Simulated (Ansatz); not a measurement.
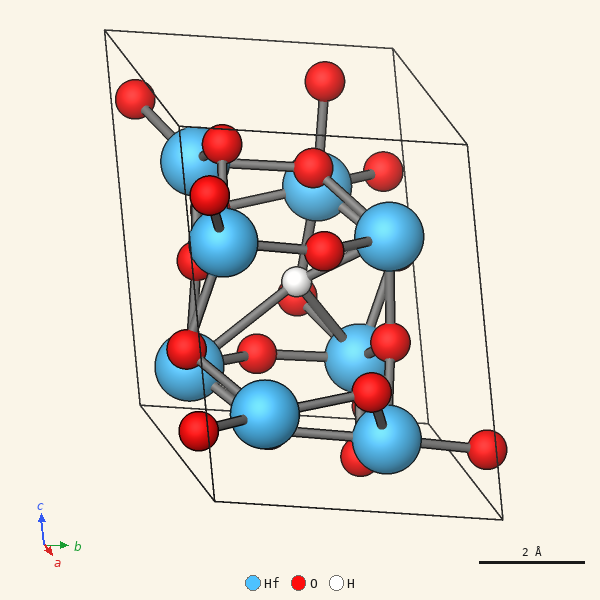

View slightly off an axis, drawn as a ball-and-stick model. The edges of the supercell are marked. The host is HfO2, in a cell of 24 sites, and the cell is neutral.

What imperfection does the supercell contain?

An interstitial hydrogen atom. It is bonded to three Hf at about 2.1 to 2.7 Å. Not all metal-metal contacts are counted.

The numbers come from DFT PBE, scalar-relativistic, plane waves, PAW in Ansatz 0.2.0, using plane waves up to 420 eV, a 2×2×2 mesh of k-points, Gaussian smearing of 0.02 eV, collinear spins.

Does the defect leave unpaired spin?

Yes, 1.0 μB in the cell.

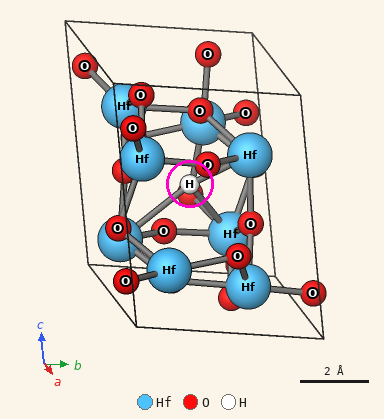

The same cell with a ring at the defect's site.

The atoms were relaxed in the host's cell with Ansatz 0.2.0, DFT PBE, scalar-relativistic, plane waves, PAW.
